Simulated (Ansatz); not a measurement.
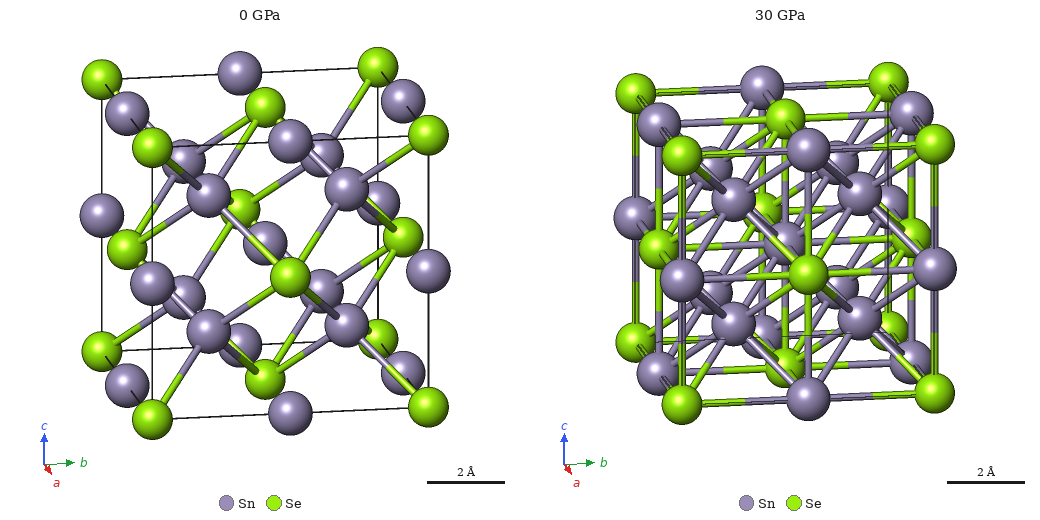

Sn₃Se, D0₃ (BiF₃ or Fe₃Al type), space group Fm-3m (No. 225), relaxed (cell and atoms) under a series of hydrostatic pressures; the conventional cell is drawn at the lowest and the highest, to one scale (sticks follow a distance rule). The start was a structure listed in the Materials Project. It needn't be the stable form of this composition.

Alike in all runs: Ansatz 0.2.0; functional PBEsol; potentials Ansatz PAW; cutoff 420 eV; k mesh 6 × 6 × 6 on the run's cell of 4 atoms; occupations fermi-dirac, width 0.05 eV; no spin polarisation; no spin-orbit coupling.

| pressure (GPa) | volume (Å³/atom) | a (Å) |
| --- | --- | --- |
| 0.0 | 24.428 | 7.311 |
| 2.0 | 23.678 | 7.236 |
| 5.0 | 22.745 | 7.140 |
| 10.0 | ? | ? |
| 20.0 | 19.867 | 6.825 |
| 30.0 | 18.705 | 6.689 |

Question: What equation of state do the given rows imply, and what volume does it predict for the missing row?

Answer: The fit gives V0 = 24.43 Å³/atom, B0 = 58 GPa and B0′ = 4.9, which puts the volume at 10.0 GPa at 21.54 Å³/atom. The run gave volume 21.540 Å³/atom; a 7.011 Å.

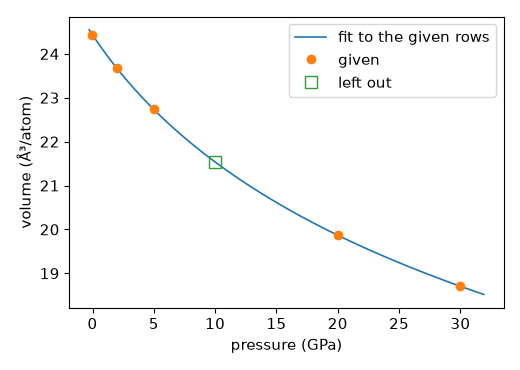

Volume against pressure, with the fit. The structure was kept in its own symmetry, so a change to another phase within this range wouldn't be seen.

Caveat: the plane-wave basis is chosen anew once the cell has moved, so the energies of steps on either side of that aren't comparable.
